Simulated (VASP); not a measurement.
## Two runs on MgO

System: MgO (F-43m, 2 atoms in the cell).
Method of run 1: DFT, PBEsol, plane waves, PAW (VASP 6.6.1).

The structure was built on a prototype by a generator. The geometry comes from this level: PBE. 

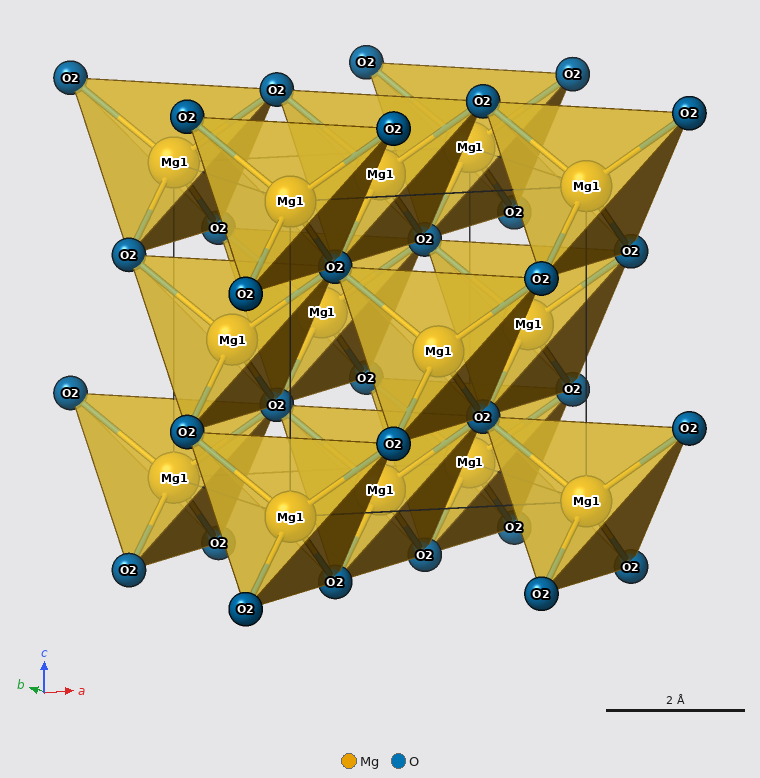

**Figure 1.** The input geometry (polyhedral view of the cell 4 times as large as that of the calculation, set on its symmetry axes, seen slightly off an axis; polyhedra are completed across the faces of the cell; atoms are numbered from 1 in the order of the input).

**INCAR, run 1**
```
ENCUT = 600.000000
SIGMA = 0.020000
EDIFF = 1.00e-07
EDIFFG = -5.00e-03
GGA = PS
PREC = Accurate
IBRION = 2
ISIF = 3
ISMEAR = -1
NBANDS = 11
NELM = 120
NSW = 40
LASPH = .TRUE.
LCHARG = .FALSE.
LWAVE = .FALSE.
LREAL = .FALSE.
```

**KPOINTS, run 1**
```
KPOINTS created by Atomic Simulation Environment
0
Gamma
8 8 8
0 0 0
```

**POSCAR, run 1**
```
Mg O
 1.0000000000000000
     0.0000000000000000    2.3060412378642976    2.3060412378642976
     2.3060412378642976    0.0000000000000000    2.3060412378642976
     2.3060412378642976    2.3060412378642976    0.0000000000000000
 Mg  O
   1   1
Cartesian
  0.0000000000000000  0.0000000000000000 -0.0000000000000000
  1.1530206189321488  1.1530206189321488  1.1530206189321488
```

Launched with:
```bash
mpirun -np 1 vasp_std
```

Hardware: 1 CPU thread, shared host.

**OSZICAR and lines of OUTCAR (run 1)**
```
N       E                     dE             d eps       ncg     rms          rms(c)
DAV:   1     0.188842280588E+02    0.18884E+02   -0.45506E+03   678   0.693E+02
DAV:   2    -0.133239166800E+02   -0.32208E+02   -0.31608E+02   737   0.146E+02
DAV:   3    -0.141783600302E+02   -0.85444E+00   -0.85393E+00   786   0.219E+01
DAV:   4    -0.141809875164E+02   -0.26275E-02   -0.26274E-02   707   0.138E+00
DAV:   5    -0.141809989525E+02   -0.11436E-04   -0.11436E-04   762   0.886E-02    0.778E+00
DAV:   6    -0.122677778516E+02    0.19132E+01   -0.12148E+01   710   0.180E+01    0.275E+00
DAV:   7    -0.122243692562E+02    0.43409E-01   -0.11738E-01   683   0.273E+00    0.150E+00
DAV:   8    -0.122084244633E+02    0.15945E-01   -0.45332E-02   665   0.234E+00    0.336E-01
DAV:   9    -0.122077737414E+02    0.65072E-03   -0.63317E-04   754   0.177E-01    0.226E-01
DAV:  10    -0.122075171641E+02    0.25658E-03   -0.11838E-03   683   0.269E-01    0.139E-02
DAV:  11    -0.122075149827E+02    0.21814E-05   -0.21022E-05   713   0.260E-02    0.631E-03
DAV:  12    -0.122075150182E+02   -0.35559E-07   -0.12990E-06   707   0.775E-03    0.771E-04
DAV:  13    -0.122075149689E+02    0.49311E-07   -0.10427E-08   406   0.916E-04
   1 F= -.12207515E+02 E0= -.12207515E+02  d E =-.122075E+02
[... from OUTCAR:]
   NELECT =       8.0000    total number of electrons
 E-fermi :   1.1719
  free  energy   TOTEN  =       -12.2075149689 eV
  energy  without entropy=      -12.2075149689  energy(sigma->0) =      -12.20751497
```

For run 2 the input was changed thus:
```diff
-GGA = PS
+ALGO = Normal
+METAGGA = R2SCAN
```

Predict how the results change.

The total energies belong to different methods, so their difference says nothing on which is more stable or more accurate. The volume per atom goes from 11.93 to 11.81 Å³. The functional changes from PBEsol to R2SCAN. The SCF takes 14 iterations against 13.

**OSZICAR and lines of OUTCAR (run 2)**
```
N       E                     dE             d eps       ncg     rms          rms(c)
DAV:   1     0.149000539515E+02    0.14900E+02   -0.47992E+03   670   0.733E+02
DAV:   2    -0.193301511285E+02   -0.34230E+02   -0.33321E+02   730   0.152E+02
DAV:   3    -0.202771940190E+02   -0.94704E+00   -0.94655E+00   803   0.236E+01
DAV:   4    -0.202806869186E+02   -0.34929E-02   -0.34928E-02   695   0.158E+00
DAV:   5    -0.202807032608E+02   -0.16342E-04   -0.16342E-04   766   0.107E-01    0.786E+00
DAV:   6    -0.156945477625E+02    0.45862E+01   -0.88122E+00   722   0.150E+01    0.219E+00
DAV:   7    -0.158322108078E+02   -0.13766E+00   -0.20910E-01   697   0.321E+00    0.163E+00
DAV:   8    -0.158627936607E+02   -0.30583E-01   -0.95838E-02   650   0.304E+00    0.617E-01
DAV:   9    -0.158581953242E+02    0.45983E-02   -0.53139E-02   725   0.144E+00    0.230E-01
DAV:  10    -0.158577708735E+02    0.42445E-03   -0.61156E-03   683   0.491E-01    0.220E-02
DAV:  11    -0.158577663525E+02    0.45210E-05   -0.14514E-04   698   0.950E-02    0.327E-03
DAV:  12    -0.158577662821E+02    0.70417E-07   -0.12675E-06   746   0.120E-02    0.496E-03
DAV:  13    -0.158577657334E+02    0.54873E-06   -0.21707E-06   701   0.976E-03    0.461E-04
DAV:  14    -0.158577656514E+02    0.81975E-07   -0.12944E-08   391   0.100E-03
   1 F= -.15857766E+02 E0= -.15857766E+02  d E =-.158578E+02
[... from OUTCAR:]
   NELECT =       8.0000    total number of electrons
 E-fermi :   0.8381
  free  energy   TOTEN  =       -15.8577656514 eV
  energy  without entropy=      -15.8577656514  energy(sigma->0) =      -15.85776565
```

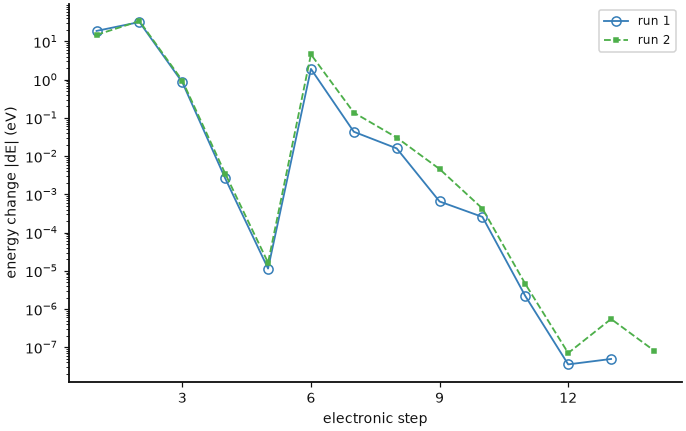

**Figure 2.** Convergence of the two runs: energy change |dE| against the electronic step. Run 1 takes 13 steps in all, and run 2 takes 14.

**The two runs side by side**

```tsv
quantity	run 1	run 2
outcome	converged	converged
free energy per atom (eV)	−6.1038	−7.9289
pressure (GPa)	0.03	0.04
volume per atom (Å³)	11.93	11.81
largest force (eV/Å)	0.000	0.000
SCF iterations	13	14
irreducible k-points	29	29
```
